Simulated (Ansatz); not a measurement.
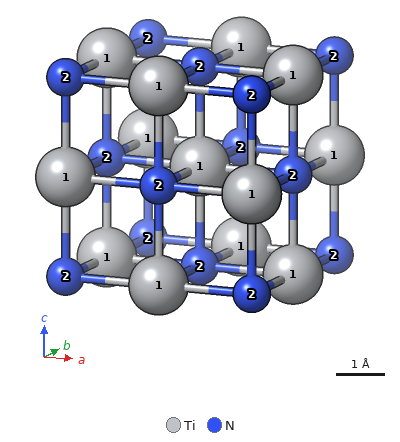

Figure 1. The structure as given in the input (ball-and-stick view of the cell 4 times as large as that of the calculation, set on its symmetry axes, seen slightly off an axis; atoms are numbered from 1 in the order of the input). Near neighbours in the crystal (not all of them lie inside the picture): Ti has 6 N at 2.12 Å; N has 6 Ti at 2.12 Å.

# Run report: TiN, single-point calculation

System: TiN (Fm-3m, 2 atoms in the cell).
Method: DFT, PBE, plane waves, PAW, spin-polarised (Ansatz 0.2.0).

The structure was made by swapping elements on the sites of another compound; it need not be a known phase. Some settings of this run were made unusual or wrong on purpose. Figures and captions count atoms from 1; the log counts them from 0 in places.

## The input
```yaml
crystal:
  lattice:
    - [0.0, 2.1235435779, 2.1235435779]
    - [2.1235435779, 0.0, 2.1235435779]
    - [2.1235435779, 2.1235435779, 0.0]
  atoms:
    - { symbol: Ti, position: [0.5, 0.5, 0.5] }
    - { symbol: "N", position: [0.0, 0.0, 0.0] }
basis:
  ecutwfc: 420
kpoints:
  mp_grid: { grid: [18, 18, 18] }
hamiltonian:
  xc: pbe
scf:
  occupations: { method: gaussian, width: 0.1 }
  max_iter: 75
output:
  forces: true
  eigenvalues: true
  stress: true
magnetization:
  spin_polarized: true
  initial_magnetization: 15
```

Launched with:
```bash
ansatz run input.yaml --threads 1 --pin off --max-ram 2560MiB --backend cpu --events-out ev --progress --plain --runs-dir out
```

## The program's output
```
Warning: where an SCF of this run starts from atoms to list the orders of its open shells, Ti (site 0, from 0) starts with 2.00 μB on its 3d shell, in the place of the 7.50 μB that the deck gives it: its open shells can hold no more by Hund's first rule. To start from spheres of the given moment, type scf.initial_density.shell_occupations: []
Warning: where an SCF of this run starts from atoms to list the orders of its open shells, N (site 1, from 0) starts with 3.00 μB on its 2p shell, in the place of the 7.50 μB that the deck gives it: its open shells can hold no more by Hund's first rule. To start from spheres of the given moment, type scf.initial_density.shell_occupations: []
Engine: ansatz 0.2.0, x86_64-unknown-linux-gnu
Pseudopotentials: kind: paw
Pseudopotential: Ti, paw, valence charge 12, recommended cutoff 420 eV (normal), Ti.paw.azcp
Pseudopotential: N, paw, valence charge 5, recommended cutoff 420 eV (normal), N.paw.azcp
Functional definition: PBE
  parameter kappa = 0.804
  parameter beta = 0.06672455060314922
  exchange = pbe_x(kappa = kappa, mu = beta*pi^2/3)
  correlation = pbe_c(beta = beta)
Crystal: 2 atoms, lattice volume = 19.152 Å³
Basis set: ecut = 420 eV, 339 PW (Γ), exchange–correlation on 48×48×48 points (8 copies of the dense FFT grid, shifted against one another)
Bands: 20, of which v1, the nominal top of the filled ones, is band 9 counted from 1 (8 counted from 0)
Symmetry: 48 space group operations
Space group: Fm-3m (ITA 225), of the structure as read, at distance tolerance 2.7e-5 Å
Magnetic group: BNS 225.116 (UNI 1618), of the structure as read, at distance tolerance 2.7e-5 Å
k-points: 195 of 5832
Non-local potential: Ti, projectors of the file, l = 0: 3, l = 1: 2, l = 2: 3, l = 3: 1
Non-local potential: N, projectors of the file, l = 0: 2, l = 1: 2, l = 2: 1
PAW form: soft (Blöchl's): semilocal exchange-correlation on the pseudo side does not see the compensation charge
PAW one-centre angular grid: Ti, 590 points (default); XC on 64 Gauss nodes
PAW one-centre angular grid: N, 110 points (default); XC on 64 Gauss nodes
Initial density: superposition of atomic densities (chi_scale 0.1, normalization cell, long waves kept (reshape's long-wave potential 0.00 eV rms))
Starting moments: Σ|m| = 15 μB on 2 of 2 sites
Initial wavefunctions: pseudopotential atomic-orbital guess
Functional: x = pbe(κ = 0.804, μ = 0.2195149727645171), c = pbe(β = 0.06672455060314922)
SCF iter   1: F=—  HF=-2696.953316 eV  |F-HF|=—  |Δ(HF+E_count)|=         —  Δρ=5.02e-1 (↑4.63e-1 ↓5.02e-1)  dr2=3.12e0  dr2_m=4.01e1  M=15.000 μB ∫|m|=15.000 μB  β_m=0.30  ethr=3.10e-3  ⟨swp⟩=5.0  Hψ=29478  notcnv=0
Mixer restart at iter 1: flushing history
preconditioner: auto → none  [metal: Δε(μ)=0.022 eV  Ē_g=17.392 eV  σ=0.100 eV  W_gap=0.12  n_scr=8 (ndim 8)  ℏωp=28.1 eV  f_vac=0.000  D(μ)=0.47/eV (n_scr^D=0)  sad-step TF]
SCF iter   2: F=—  HF=-2885.878860 eV  |F-HF|=—  |Δ(HF+E_count)|=         —  Δρ=3.04e-1 (↑2.88e-1 ↓3.04e-1)  dr2=3.50e-1  dr2_m=1.53e1  M=0.821 μB ∫|m|=0.952 μB  β_m=0.30  ethr=3.10e-3  ⟨swp⟩=2.4  Hψ=16657  notcnv=0  defer=453
Mixer restart at iter 2: flushing history
SCF iter   3: F=—  HF=-2885.619766 eV  |F-HF|=—  |Δ(HF+E_count)|=   2.59e-1  Δρ=2.18e-1 (↑2.10e-1 ↓2.18e-1)  dr2=1.64e-1  dr2_m=7.98e0  M=0.648 μB ∫|m|=0.694 μB  β_m=0.65  ethr=2.06e-3  ⟨swp⟩=2.4  Hψ=12987  notcnv=0  defer=454
SCF iter   4: F=—  HF=-2887.270069 eV  |F-HF|=—  |Δ(HF+E_count)|=    1.65e0  Δρ=3.82e-2 (↑2.49e-2 ↓3.82e-2)  dr2=5.63e-1  dr2_m=3.87e-2  M=0.083 μB ∫|m|=0.108 μB  β_m=0.56  ethr=9.63e-4  ⟨swp⟩=3.2  Hψ=18848  notcnv=0  defer=461
SCF iter   5: F=—  HF=-2887.105658 eV  |F-HF|=—  |Δ(HF+E_count)|=   1.64e-1  Δρ=9.45e-3 (↑9.45e-3 ↓5.76e-3)  dr2=7.29e-3  dr2_m=9.42e-3  M=0.031 μB ∫|m|=0.050 μB  β_m=0.66  ethr=9.63e-4  ⟨swp⟩=2.4  Hψ=16817  notcnv=0  defer=823
SCF iter   6: F=—  HF=-2887.109614 eV  |F-HF|=—  |Δ(HF+E_count)|=   3.96e-3  Δρ=2.80e-3 (↑2.52e-3 ↓2.80e-3)  dr2=6.58e-4  dr2_m=1.02e-3  M=0.009 μB ∫|m|=0.018 μB  β_m=0.68  ethr=4.29e-5  ⟨swp⟩=2.1  Hψ=13182  notcnv=0  defer=824
SCF iter   7: F=—  HF=-2887.109526 eV  |F-HF|=—  |Δ(HF+E_count)|=   8.86e-5  Δρ=8.40e-4 (↑8.40e-4 ↓7.17e-4)  dr2=8.69e-6  dr2_m=1.05e-4  M=0.004 μB ∫|m|=0.007 μB  β_m=0.71  ethr=3.87e-6  ⟨swp⟩=2.1  Hψ=10902  notcnv=0  defer=824
SCF iter   8: F=—  HF=-2887.109569 eV  |F-HF|=—  |Δ(HF+E_count)|=   4.28e-5  Δρ=1.69e-4 (↑1.67e-4 ↓1.69e-4)  dr2=1.90e-7  dr2_m=4.88e-6  M=0.001 μB ∫|m|=0.002 μB  β_m=0.85  ethr=5.11e-8  ⟨swp⟩=2.0  Hψ=11186  notcnv=0  defer=825
SCF iter   9: F=—  HF=-2887.109566 eV  |F-HF|=—  |Δ(HF+E_count)|=   3.19e-6  Δρ=4.53e-5 (↑4.53e-5 ↓1.95e-5)  dr2=4.30e-7  dr2_m=1.31e-7  M=-0.000 μB ∫|m|=0.000 μB  β_m=0.91  ethr=1.12e-9  ⟨swp⟩=2.0  Hψ=11192  notcnv=0  defer=825
SCF iter  10: F=—  HF=-2887.109566 eV  |F-HF|=—  |Δ(HF+E_count)|=   3.77e-7  Δρ=5.14e-6 (↑5.14e-6 ↓3.63e-6)  dr2=5.55e-9  dr2_m=2.43e-9  M=-0.000 μB ∫|m|=0.000 μB  β_m=0.95  ethr=1.12e-9  ⟨swp⟩=2.2  Hψ=10719  notcnv=0  defer=825
SCF iter  11: F=—  HF=-2887.109566 eV  |F-HF|=—  |Δ(HF+E_count)|=   4.54e-9  Δρ=2.93e-7 (↑2.37e-7 ↓2.93e-7)  dr2=1.92e-12  dr2_m=1.19e-11  M=-0.000 μB ∫|m|=0.000 μB  β_m=0.97  ethr=3.27e-11  ⟨swp⟩=2.3  Hψ=10422  notcnv=0  defer=825
SCF iter  12: F=-2887.109566 eV  HF=-2887.109566 eV  |F-HF|=9.09e-13  |Δ(HF+E_count)|=  1.00e-11  Δρ=3.98e-8 (↑3.98e-8 ↓2.35e-8)  dr2=6.76e-13  dr2_m=4.87e-14  M=-0.000 μB ∫|m|=0.000 μB  ethr=1.00e-12  ⟨swp⟩=5.1  Hψ=24971  notcnv=0
SCF 1 converged in 12 iterations: F = -2887.109566 eV  dr2 = 6.76e-13
  greatest PAW one-centre occupation: 0.999 electrons in one spin orbital (limit 2), on the Ti atom at site 0 (counted from 0), in its partial waves of l = 0
```

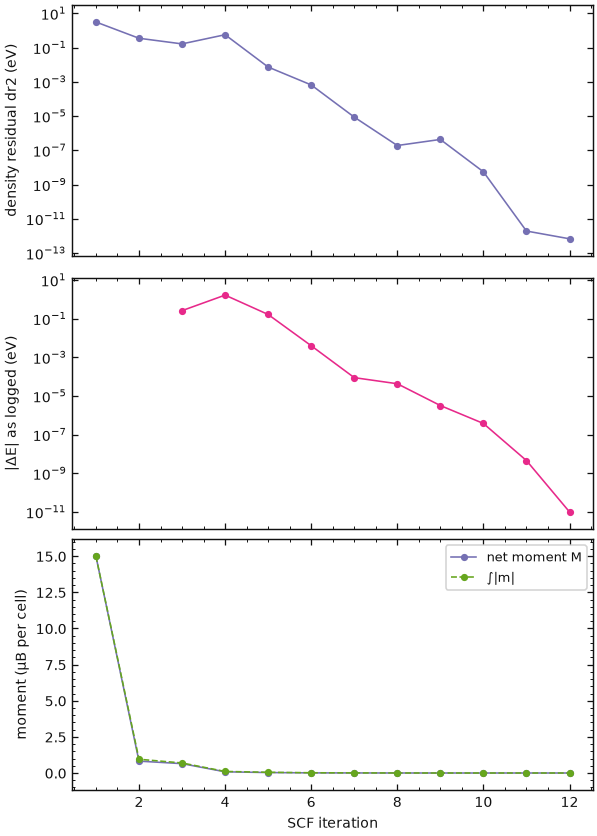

Figure 2. Convergence of the self-consistent field: density residual dr2, size of the energy change and magnetic moment against the SCF iteration. The residual falls unevenly and jumps up by a factor of two or more 2 times on the way down. The net moment goes from 15.0 to 0.0 μB per cell, and ∫|m| falls to zero.

```
WARN: the starting moments were not kept: the SCF closed with an absolute magnetisation of 1.8e-7 μB, where they sum to 15 μB in size (2 sites). That is at most 0.1 of that sum. Measured as dr2_m measures the in/out step, that magnetisation stands 1.4e-14 eV from none, at or under the dr2_threshold of 1.0e-7 eV: it is no larger than a step whose dr2_m would equal this threshold. The system may hold no moment; this SCF shows only that its start led to no more than that. To try another start: raise the starting moments (crystal.atoms[].spin, magnetization.per_species, magnetization.initial_magnetization, or on a non-collinear deck that types none of these the spinor_matrix: blocks that start its atoms; where the total moment is fixed, keep their sum and leave initial_magnetization as it is; typed ones take the place of any that the run laid by itself, positive ones on a crystal's lanthanoids without a Hubbard term where scf.initial_density.shell_occupations: [] is typed) or, if the notice of its spin-set hold's release reads "site moments contracting" or "site moments show no strong build", lengthen the hold (scf.mixing.spin_hold: { on: { confirm: 4 } }; for m-r²SCAN on two components see the key's manual first). Each may lead to a state that holds a moment. A second SCF, from the converged charge density, with the starting moments and any scf.initial_density.shell_occupations laid on it anew, would have followed, and was not run: the deck does not ask for one (magnetization.retry_lost_moments is false, the default). To let it run, set magnetization.retry_lost_moments: true and run the deck again, where that key's refused combinations let it; where memory then withholds it, that run's warning says so.
SCF converged after 12 iterations
Magnetization: -0.0000 μB (8.5000 up, 8.5000 down)
Absolute magnetization: 0.0000 μB (∫|ρ↑−ρ↓|, with the PAW one-centre terms)
Spin contamination: 0.0000 ħ² per cell (⟨S²⟩ above its minimum at these occupations)
Per-site moments (μB) at R_I (Å): [(-3.496916065522721e-8, 0.8759617258837501), (-8.150891661043284e-8, 0.8759617258837501)]
Free energy (F): -2887.109566 eV
Harris-Foulkes:  -2887.109566 eV  (|F-HF|=9.09e-13)
Internal energy: -2887.105285 eV  (E = F + TS)
E sigma→0 (E₀):  -2887.107426 eV
Entropy (-TS):   -0.004281 eV (-2.140 meV/atom)
Fermi energy:    17.065878 eV
--- Per-component energies (eV) ---
  E_band       = -93.129257
  E_kinetic    = 406.331607
  E_local      = -790.709734  (includes V_loc(G=0)·N_el)
  E_nonlocal   = 51.266417
  E_hartree    = 315.001290
  E_xc         = -159.769673
  E_vxc        = -201.408076  (∫ρ·V_xc dr)
  E_paw        = -1174.001710  (= ΣΔE_a)
  E_vpaw       = -188.612280  (= ΣTr[D̂ρ^β])
  E_aug_tail   = 0.000217  (compensation charges beyond the density's cutoff)
  E_ewald      = -1535.223699
  E_smearing   = -0.004281  (= −TS)
  E_closure    = 0.000000  (closes the sum)
  Σ components = -2887.109566   (vs F -2887.109566, Δ=0.00e0)
--- Forces (eV/Å), atoms counted from 1 ---
  atom   1  Ti     0.00000000    -0.00000000     0.00000000
  atom   2  N     -0.00000000     0.00000000     0.00000000
  max |Σ_I F_I| component: 1.88e-29 eV/Å
--- Stress (GPa, compression-positive) ---
       -0.036591       0.000000       0.000000
        0.000000      -0.036591      -0.000000
       -0.000000       0.000000      -0.036591
  P = ⅓ Tr σ = -0.0366 GPa (-0.366 kbar)
--- Band table (eV; the first three rows and the last of 390) ---
  k-point 0 ↑: bands = ["-40.7781", "-16.7683", "-16.7683", "-16.7683", "-0.0330", "15.0171", "15.0171", "15.0171", "16.4542", "16.4542", "16.4542", "17.6461", "17.6461", "22.4145", "30.2139", "36.6636", "36.6636", "36.6636", "43.7448", "43.7448"]
  k-point 1 ↑: bands = ["-40.7752", "-16.7886", "-16.7700", "-16.7700", "0.0272", "14.6538", "14.7474", "14.7474", "16.5485", "16.5485", "16.6435", "17.9214", "17.9214", "22.5833", "30.2603", "36.5873", "36.5873", "36.5882", "42.7340", "42.7340"]
  k-point 2 ↑: bands = ["-40.7670", "-16.8465", "-16.7748", "-16.7748", "0.2035", "13.8732", "14.1851", "14.1851", "16.7491", "16.7491", "16.9622", "18.5765", "18.5765", "23.0324", "30.3278", "36.3221", "36.3221", "36.4868", "41.6415", "41.6415"]
  k-point 194 ↓: bands = ["-40.6512", "-17.1638", "-17.1072", "-16.9914", "1.8226", "11.4886", "11.7237", "11.7589", "17.5770", "18.3392", "19.4436", "20.1422", "20.9112", "28.8917", "29.2904", "29.9893", "33.6731", "38.2045", "38.9305", "44.9017"]
```

## Outcome

```tsv
quantity	value
outcome	converged
space group (tolerance 0.01 Å)	Fm-3m (225)
electrons treated	17
free energy	−2887.1096 eV
Fermi energy	17.066 eV
gap on the k-point mesh	none (metallic)
net moment of the cell	0.00 μB
integrated absolute moment	0.00 μB
pressure	−0.04 GPa
largest force (length of the vector)	under 0.001 eV/Å
hardware	1 thread of AMD EPYC (Zen 3), 32 GiB of memory available, shared host
wall time	12 s
peak memory	0.45 GiB
```

## Diagnosis

The input was spoiled on purpose: an impossible spin (`magnetization`). The system has too few electrons for this moment. The run converged all the same; its numbers are those of the faulty input and shouldn't be used. The program warns: some starting moments were not kept.
